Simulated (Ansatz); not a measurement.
Si₂C

The calculation's input:

```
crystal:
  lattice:
    - [4.4705161191, 0.0, 0.0]
    - [-2.2352580595, 3.8715805271, 0.0]
    - [0.0, 0.0, 3.9510994696]
  atoms:
    - { symbol: Si, position: [0.0, 0.0, 0.0] }
    - { symbol: Si, position: [0.3567325477, 0.0, 0.5] }
    - { symbol: Si, position: [0.0, 0.3567325477, 0.5] }
    - { symbol: Si, position: [0.6432674523, 0.6432674523, 0.5] }
    - { symbol: C, position: [0.6666666667, 0.3333333333, 0.0] }
    - { symbol: C, position: [0.3333333333, 0.6666666667, 0.0] }
basis:
  ecutwfc: 420
kpoints:
  mp_grid: { grid: [12, 12, 10] }
hamiltonian:
  xc: pbe
scf:
  occupations: { method: gaussian, width: 0.1 }
output:
  forces: true
  stress: true
  eigenvalues: true
  write_density: true
  write_potential: true
  elf: true
  volumetric_format: npy
relax:
  adjacent_minimum: "off"
  f_tol: 0.01
  max_steps: 80
  cell: { stress_tol: 0.05 }
```

Launched as:

```sh
ansatz run input.yaml --threads 1 --pin off --max-ram 2560MiB --backend cpu --events-out ev --progress --plain --runs-dir out
```

Below, planes, directions and counts refer to the conventional cell (a = 5.27 Å, b = 5.27 Å, c = 2.73 Å, α = 90.00°, β = 90.00°, γ = 120.00°).

The fields are those of the run's last geometry, not of the input's.

Space group P-62m; a structure generated by program, which may or may not match a known phase.

Theory: DFT PBE, scalar-relativistic, plane waves, PAW (Ansatz 0.2.0).

Core electrons are frozen (PAW), and the valence fields are smoothed inside the atomic spheres.

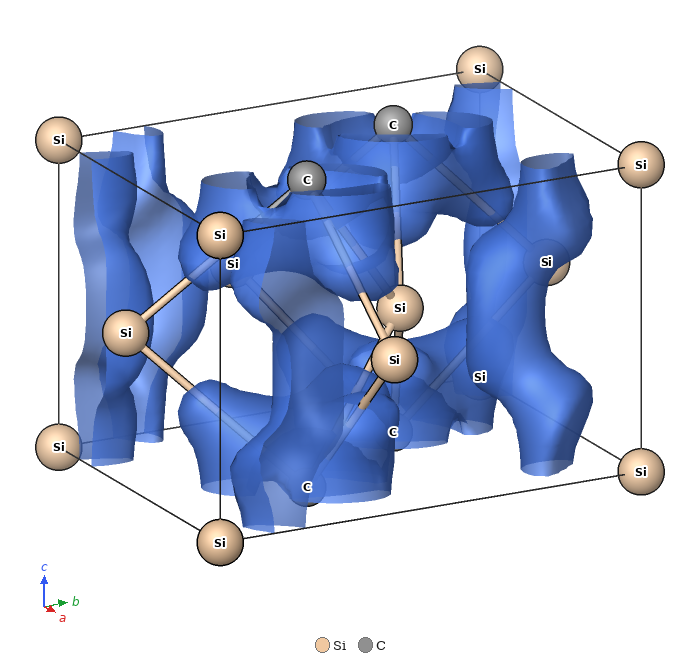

Figure 1. Isosurface of the electron localisation function at 0.7 (blue), seen slightly off an axis. Core shells and regions of very low density are left out. Sticks mark near contacts.

Q: Where are the electrons localised?

A: The ELF exceeds this value in two regions on C in which the atom's valence shell and bonds are merged and channels that run through the cell in one direction, counted in one cell of 6 atoms. Any copies at cell faces, edges or corners count once. Along the contacts the grid gives the following. Si–C (2.10 Å): the ELF peaks at about 0.85 between the atoms.

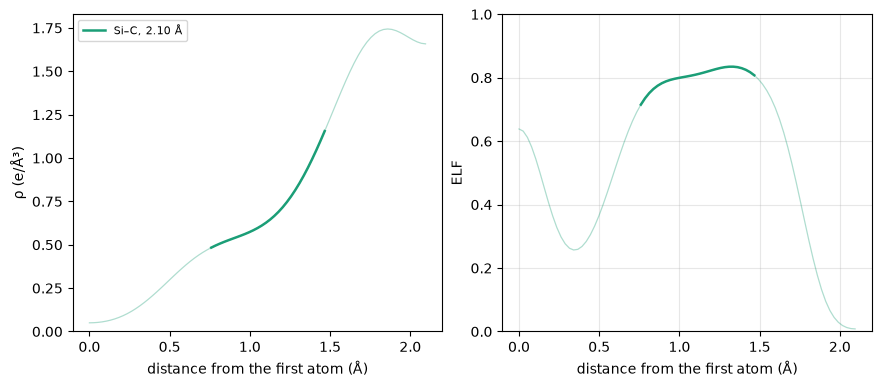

Figure 2. Valence electron density and electron localisation function along straight lines between neighbouring atoms. Thin, pale parts lie inside the atomic spheres.

Q: What can be read from the curves?

A: Si–C (2.10 Å): ρ is about 0.6 e/Å³ halfway; the ELF peaks at about 0.85 between the atoms.

Q: Metal or insulator at this level of theory?

A: It is metallic or semimetallic at this level of theory: no gap opens.
